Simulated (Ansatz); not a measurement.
**Run report: AlNi3, single-point calculation (part 2 of 2)**

Continued. System: AlNi3 (Pm-3m, 12 atoms in the cell). Method: DFT PBE, scalar-relativistic, plane waves, PAW, spin-polarised (Ansatz 0.2.0); cutoff 420 eV, 12×12×6 k-mesh, Gaussian smearing of 0.1 eV, collinear spins. The structure derives from a Materials Project entry. It belongs to a series of runs on one base structure; here: bulk in the cell of the (1 1 1) plane.

Geometry of the input (Å; fractional positions):
```
5.0440  0.0000  0.0000
-2.5220  4.3683  0.0000
0.0000  0.0000  6.1777
Al 0.0000  0.0000  0.0000
Al 0.6667  0.3333  0.3333
Al 0.3333  0.6667  0.6667
Ni 0.5000  0.5000  1.0000
Ni 0.8333  0.1667  0.6667
Ni 0.1667  0.8333  0.3333
Ni 0.5000  1.0000  1.0000
Ni 0.1667  0.3333  0.3333
Ni 0.8333  0.6667  0.6667
Ni -0.0000  0.5000  0.0000
Ni 0.6667  0.8333  0.3333
Ni 0.3333  0.1667  0.6667
```

Output, continued
```
  k-point 0 ↑: bands = ["-87.3984", "-87.3843", "-87.3843", "-87.3773", "-87.3773", "-87.3773", "-87.3773", "-87.3703", "-87.3703", "-47.8579", "-47.8579", "-47.8430", "-47.8430", "-47.8427", "-47.8197", "-47.8197", "-47.8197", "-47.8197", "-47.8155", "-47.8155", "-47.7685", "-47.7685", "-47.7685", "-47.7484", "-47.7484", "-47.7484", "-47.7484", "-47.7353", "-47.7353", "-47.7190", "-47.7190", "-47.7190", "-47.7190", "-47.7138", "-47.7135", "-47.7135", "5.7632", "9.2643", "9.2643", "11.1601", "11.1601", "11.4231", "11.9619", "11.9619", "11.9619", "11.9619", "12.0935", "12.0935", "12.4375", "12.4375", "12.4378", "13.0176", "13.0176", "13.0780", "13.0780", "13.0780", "13.0780", "13.5433", "13.5433", "13.5913", "13.5913", "13.5913", "13.5913", "14.0647", "14.0647", "14.3574", "14.3577", "14.3577", "14.5575", "14.5575", "14.5575", "14.5575", "14.7911", "14.7911", "14.7911", "14.7911", "15.1720", "15.1720", "15.4690", "15.4952", "15.4952", "15.6373", "15.6375", "15.6375", "15.9405", "15.9405", "16.4466", "16.4466", "16.4466", "16.4466", "16.5572", "16.5577", "16.5577", "20.4306", "20.4306", "20.5319", "20.5319", "20.5319", "20.5319", "22.2117", "22.2117", "22.9287", "23.9654", "23.9654", "27.8585"]
  k-point 1 ↑: bands = ["-87.3978", "-87.3873", "-87.3818", "-87.3785", "-87.3785", "-87.3757", "-87.3757", "-87.3706", "-87.3706", "-47.8668", "-47.8518", "-47.8430", "-47.8399", "-47.8399", "-47.8272", "-47.8271", "-47.8271", "-47.8123", "-47.8123", "-47.7964", "-47.7697", "-47.7697", "-47.7672", "-47.7644", "-47.7644", "-47.7425", "-47.7346", "-47.7346", "-47.7294", "-47.7188", "-47.7188", "-47.7186", "-47.7186", "-47.7182", "-47.7140", "-47.7140", "5.8759", "8.3586", "9.9245", "11.2016", "11.3884", "11.4608", "11.8680", "11.8680", "12.0336", "12.0336", "12.0953", "12.0953", "12.4333", "12.4713", "12.4713", "12.7541", "12.9983", "12.9983", "13.1970", "13.2282", "13.2282", "13.3170", "13.5880", "13.5880", "13.6621", "13.6621", "13.8457", "14.0362", "14.2259", "14.3465", "14.3465", "14.3468", "14.5321", "14.5321", "14.5632", "14.5632", "14.7971", "14.7971", "14.8014", "14.8014", "15.1393", "15.1393", "15.3637", "15.3637", "15.4226", "15.4821", "15.5118", "15.6110", "15.6449", "15.9701", "15.9701", "16.1585", "16.5411", "16.7431", "16.7431", "16.8273", "16.8273", "19.6969", "20.0092", "20.0092", "21.3996", "21.3996", "21.4374", "21.9185", "22.4652", "22.4652", "23.2211", "26.2150", "27.0626"]
  k-point 2 ↑: bands = ["-87.3962", "-87.3906", "-87.3801", "-87.3793", "-87.3793", "-87.3741", "-87.3741", "-87.3714", "-87.3714", "-47.8749", "-47.8480", "-47.8440", "-47.8325", "-47.8322", "-47.8322", "-47.8310", "-47.8310", "-47.8101", "-47.8101", "-47.7761", "-47.7761", "-47.7731", "-47.7729", "-47.7729", "-47.7634", "-47.7502", "-47.7309", "-47.7263", "-47.7263", "-47.7255", "-47.7180", "-47.7180", "-47.7173", "-47.7173", "-47.7153", "-47.7153", "6.2104", "7.4867", "10.1002", "11.5632", "11.5721", "11.6288", "11.7903", "11.7903", "12.0725", "12.0725", "12.0968", "12.0968", "12.4142", "12.4803", "12.5690", "12.5690", "12.8771", "12.8771", "13.3512", "13.4576", "13.4700", "13.4700", "13.7067", "13.7067", "13.7075", "13.7771", "13.7771", "13.9064", "14.2974", "14.2974", "14.4574", "14.4973", "14.4973", "14.5416", "14.5416", "14.6655", "14.7369", "14.7369", "14.8671", "14.8671", "14.8719", "14.8719", "15.0887", "15.0887", "15.2552", "15.4264", "15.4737", "15.5307", "15.5752", "15.5924", "15.5924", "16.3088", "16.4934", "16.9806", "16.9806", "17.0391", "17.0391", "19.2503", "19.7508", "19.7508", "20.3242", "22.6083", "22.6083", "22.6687", "23.1802", "23.1802", "24.0302", "25.6165", "25.9015"]
  k-point 99 ↓: bands = ["-87.0368", "-87.0368", "-87.0368", "-87.0297", "-87.0297", "-87.0297", "-87.0225", "-87.0225", "-87.0225", "-47.4973", "-47.4973", "-47.4973", "-47.4918", "-47.4918", "-47.4918", "-47.4898", "-47.4898", "-47.4898", "-47.4626", "-47.4626", "-47.4626", "-47.4409", "-47.4409", "-47.4409", "-47.4338", "-47.4338", "-47.4338", "-47.4117", "-47.4117", "-47.4117", "-47.3487", "-47.3487", "-47.3487", "-47.3382", "-47.3382", "-47.3382", "8.7691", "8.7691", "8.7691", "9.6139", "9.6139", "9.6139", "12.3026", "12.3026", "12.3026", "12.6444", "12.6444", "12.6444", "12.9140", "12.9140", "12.9140", "13.2788", "13.2788", "13.2788", "13.4958", "13.4958", "13.4958", "13.5933", "13.5933", "13.5933", "13.8860", "13.8860", "13.8860", "13.8952", "13.8952", "13.8952", "14.5640", "14.5640", "14.5640", "14.6983", "14.6983", "14.6983", "14.8385", "14.8385", "14.8385", "14.9185", "14.9185", "14.9185", "15.1827", "15.1827", "15.1827", "15.2253", "15.2253", "15.2253", "15.8098", "15.8098", "15.8098", "18.7078", "18.7078", "18.7078", "19.1635", "19.1635", "19.1635", "20.1501", "20.1501", "20.1501", "20.5089", "20.5089", "20.5089", "25.4169", "25.4169", "25.4169", "25.8774", "25.8774", "25.8774"]
--- Löwdin populations: 12 sites ---
  site symbol       q [e]    m [muB]
     0     Al      3.5598    -0.0471
     1     Al      3.5598    -0.0471
     2     Al      3.5598    -0.0471
     3     Ni     17.6226     0.2738
     4     Ni     17.6226     0.2738
     5     Ni     17.6226     0.2738
     6     Ni     17.6226     0.2738
     7     Ni     17.6226     0.2738
     8     Ni     17.6226     0.2738
     9     Ni     17.6226     0.2738
    10     Ni     17.6226     0.2738
    11     Ni     17.6226     0.2738
  spilling = 0.010040 (of n_electrons = 171.000000)
```

File populations.tsv
```
# site	symbol	l	j	q_up	q_dn
# orbitals = lowdin
# n_electrons = 171.000000
# spilling = 0.010040
0	Al	0_3S	-	0.585769	0.584287
0	Al	1_3P	-	1.170600	1.219184
1	Al	0_3S	-	0.585769	0.584287
1	Al	1_3P	-	1.170600	1.219184
2	Al	0_3S	-	0.585769	0.584287
2	Al	1_3P	-	1.170600	1.219184
3	Ni	0_3S	-	0.994040	0.994140
3	Ni	0_4S	-	0.364069	0.370595
3	Ni	1_3P	-	2.997378	2.997483
3	Ni	2_3D	-	4.592722	4.312204
4	Ni	0_3S	-	0.994040	0.994140
4	Ni	0_4S	-	0.364069	0.370595
4	Ni	1_3P	-	2.997378	2.997483
4	Ni	2_3D	-	4.592722	4.312204
5	Ni	0_3S	-	0.994040	0.994140
5	Ni	0_4S	-	0.364069	0.370595
5	Ni	1_3P	-	2.997378	2.997483
5	Ni	2_3D	-	4.592722	4.312204
6	Ni	0_3S	-	0.994040	0.994140
6	Ni	0_4S	-	0.364069	0.370595
6	Ni	1_3P	-	2.997378	2.997483
6	Ni	2_3D	-	4.592722	4.312204
7	Ni	0_3S	-	0.994040	0.994140
7	Ni	0_4S	-	0.364069	0.370595
7	Ni	1_3P	-	2.997378	2.997483
7	Ni	2_3D	-	4.592722	4.312204
8	Ni	0_3S	-	0.994040	0.994140
8	Ni	0_4S	-	0.364069	0.370595
8	Ni	1_3P	-	2.997378	2.997483
8	Ni	2_3D	-	4.592722	4.312204
9	Ni	0_3S	-	0.994040	0.994140
9	Ni	0_4S	-	0.364069	0.370595
9	Ni	1_3P	-	2.997378	2.997483
9	Ni	2_3D	-	4.592722	4.312204
10	Ni	0_3S	-	0.994040	0.994140
10	Ni	0_4S	-	0.364069	0.370595
10	Ni	1_3P	-	2.997378	2.997483
10	Ni	2_3D	-	4.592722	4.312204
11	Ni	0_3S	-	0.994040	0.994140
11	Ni	0_4S	-	0.364069	0.370595
11	Ni	1_3P	-	2.997378	2.997483
11	Ni	2_3D	-	4.592722	4.312204
```

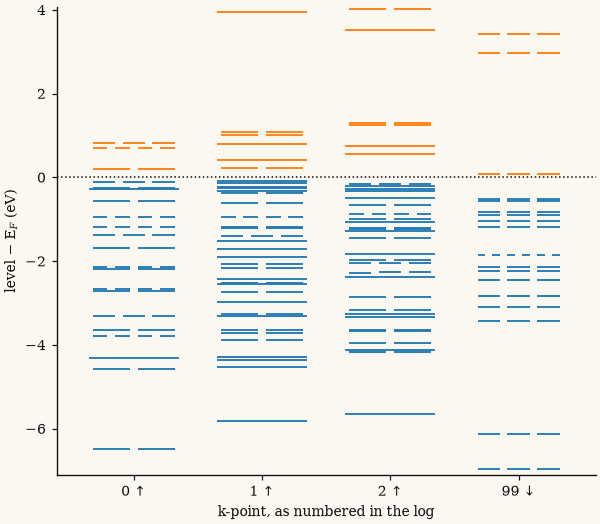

**Figure 1.** Kohn–Sham levels near the Fermi level (dotted) at the few k-points that the log prints; levels within 0.02 eV of each other stand side by side. The system is metallic on the full mesh.

Results in brief

| quantity | value |
| --- | --- |
| outcome | converged |
| space group (tolerance 0.01 Å) | Pm-3m (221) |
| electrons treated | 171 |
| free energy | −54175.1987 eV |
| Fermi energy | 15.742 eV |
| gap on the k-point mesh | none (metallic) |
| net moment of the cell | 2.23 μB |
| integrated absolute moment | 2.83 μB |
| pressure | 0.01 GPa |
| largest force (length of the vector) | under 0.001 eV/Å |
| wall time | 3.1 min (CPU time 11 min) |
| peak memory | 2.1 GiB |
